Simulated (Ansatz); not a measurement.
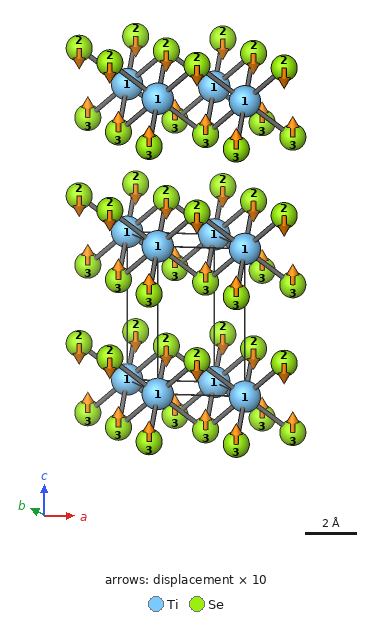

This is a relaxation of a crystal of TiSe2 (built on the 1T (CdI2) bulk type). The starting structure is drawn; orange arrows show the displacements (the part carried along by the change of the cell is left out), magnified 10 times.

The picture is a ball-and-stick view of the cell of the calculation, repeated 1 × 1 × 2 with one cell outlined, seen slightly off an axis.

Computed with DFT, r2SCAN+rVV10, plane waves, PAW in Ansatz. Settings: plane-wave cutoff 500 eV; k-point mesh 12 × 12 × 4; occupations fermi dirac; smearing width 0.02 eV; no spin polarisation; cell and atoms relaxed; force threshold 0.005 eV/Å.

**Atoms of which element are displaced furthest, and by how much?**

Selenium: up to 0.086 Å, against 0.000 Å for titanium.

**Describe the change and its energy.**

The energy falls by 14.2 meV per atom in 4 accepted moves (6 points after the start). Largest force component: 0.27 eV/Å at the start, 0.0012 eV/Å at the end. Pressure: 2.05 GPa at the start and 0.03 GPa at the end. The line search rejected the trial step at point 1 of the run. The SCF was repeated once at an unchanged geometry on a basis and grid sized afresh for the cell, which shifted the energy by 0.3 meV per atom at most. The largest moves relative to the cell, 0.086 Å, are those of Se2 and Se3. Se3 goes along +c. Ti stays in place. The volume changes by +7.1 %, with a = b 3.477 → 3.541 Å (+1.8 %), c 5.896 → 6.091 Å (+3.3 %). Near-neighbour distances that change, for instance: Ti1–Se2 2.540 → 2.549 Å. The space group stays P-3m1 (No. 164).
